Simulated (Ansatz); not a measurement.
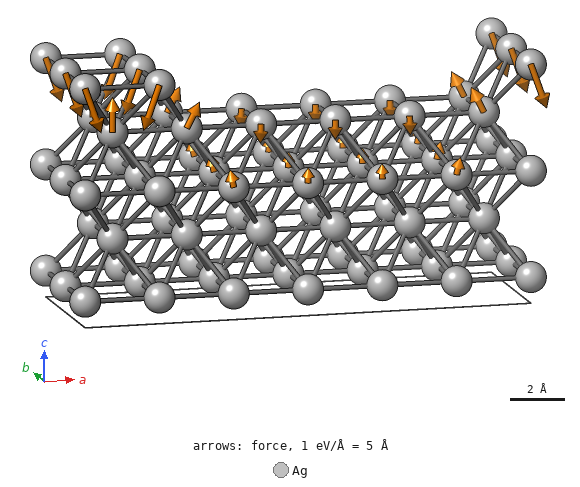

Starting geometry of a slab of composition Ag (cut from the Fm-3m phase) with the computed forces as orange arrows. A ball-and-stick model of the 1 × 2 repeat of the cell, outlined in the plane, without the vacuum, seen slightly off an axis.

Case: stripe over 2 of 6 cells, two steps. 12 atoms are held fixed.

Level of theory: DFT PBEsol, scalar-relativistic, plane waves, PAW (Ansatz 0.2.0).

Input
```yaml
crystal:
  lattice:
    - [17.2014100833, 0.0, 0.0]
    - [0.0, 2.8669016806, 0.0]
    - [0.0, 0.0, 20.1088224773]
  atoms:
    - { symbol: Ag, position: [0.0, 0.0, 0.0745941241] }
    - { symbol: Ag, position: [0.0833333333, 0.5, 0.1754058759] }
    - { symbol: Ag, position: [0.1666666667, 0.0, 0.0745941241] }
    - { symbol: Ag, position: [0.25, 0.5, 0.1754058759] }
    - { symbol: Ag, position: [0.3333333333, 0.0, 0.0745941241] }
    - { symbol: Ag, position: [0.4166666667, 0.5, 0.1754058759] }
    - { symbol: Ag, position: [0.5, 1.0, 0.0745941241] }
    - { symbol: Ag, position: [0.5833333333, 0.5, 0.1754058759] }
    - { symbol: Ag, position: [0.6666666667, 0.0, 0.0745941241] }
    - { symbol: Ag, position: [0.75, 0.5, 0.1754058759] }
    - { symbol: Ag, position: [0.8333333333, 0.0, 0.0745941241] }
    - { symbol: Ag, position: [0.9166666667, 0.5, 0.1754058759] }
    - { symbol: Ag, position: [0.0, 0.0, 0.2762176276] }
    - { symbol: Ag, position: [0.0833333333, 0.5, 0.3770293793] }
    - { symbol: Ag, position: [0.1666666667, 0.0, 0.2762176276] }
    - { symbol: Ag, position: [0.25, 0.5, 0.3770293793] }
    - { symbol: Ag, position: [0.3333333333, 0.0, 0.2762176276] }
    - { symbol: Ag, position: [0.4166666667, 0.5, 0.3770293793] }
    - { symbol: Ag, position: [0.5, 1.0, 0.2762176276] }
    - { symbol: Ag, position: [0.5833333333, 0.5, 0.3770293793] }
    - { symbol: Ag, position: [0.6666666667, 0.0, 0.2762176276] }
    - { symbol: Ag, position: [0.75, 0.5, 0.3770293793] }
    - { symbol: Ag, position: [0.8333333333, 0.0, 0.2762176276] }
    - { symbol: Ag, position: [0.9166666667, 0.5, 0.3770293793] }
    - { symbol: Ag, position: [0.0, 0.0, 0.4778411311] }
    - { symbol: Ag, position: [0.1666666667, 0.0, 0.4778411311] }
basis:
  ecutwfc: 420
kpoints:
  mp_grid: { grid: [2, 12, 1] }
hamiltonian:
  xc: pbesol
scf:
  occupations: { method: gaussian, width: 0.1 }
output:
  forces: true
  eigenvalues: true
  populations: true
  write_density: true
  write_potential: true
  elf: true
  volumetric_format: npy
relax:
  adjacent_minimum: "off"
  f_tol: 0.02
  max_steps: 45
  constraints: [{ sites: [0, 1, 2, 3, 4, 5, 6, 7, 8, 9, 10, 11] }]
efield:
  axis: 3
  dipole_correction: true
  ramp_width: 0.04
```

Command:
```bash
ansatz run input.yaml --threads 4 --pin off --max-ram 11264MiB --backend cpu --events-out ev --progress --plain --runs-dir out
```

Is this structure relaxed? If not, where do the atoms go?

Answer. It isn't relaxed: the largest force vector, on Ag atoms, is 0.37 eV/Å. The final displacements follow the starting forces only in part (cosine between the two patterns 0.74). The largest moves, 0.13 Å, are those of Ag25 and Ag26. Ag26 goes at 11° to the normal (−c side). The lattice vectors keep their values. Among the contacts that change: Ag14–Ag25 2.867 → 2.797 Å, Ag14–Ag16 2.867 → 2.929 Å, Ag13–Ag24 2.867 → 2.922 Å, Ag16–Ag18 2.867 → 2.824 Å. The energy falls by 64.8 meV per cell of the calculation in 3 accepted moves (4 points after the start). Largest force component: 0.34 eV/Å at the start, 0.002 eV/Å at the end. 1 step only repeated the SCF at the same geometry. Cost: 8.7 min on 4 threads of Intel(R) Xeon(R) Platinum 8375C CPU @ 2.90GHz (Ice Lake) (shared host), peak memory 6.4 GiB.
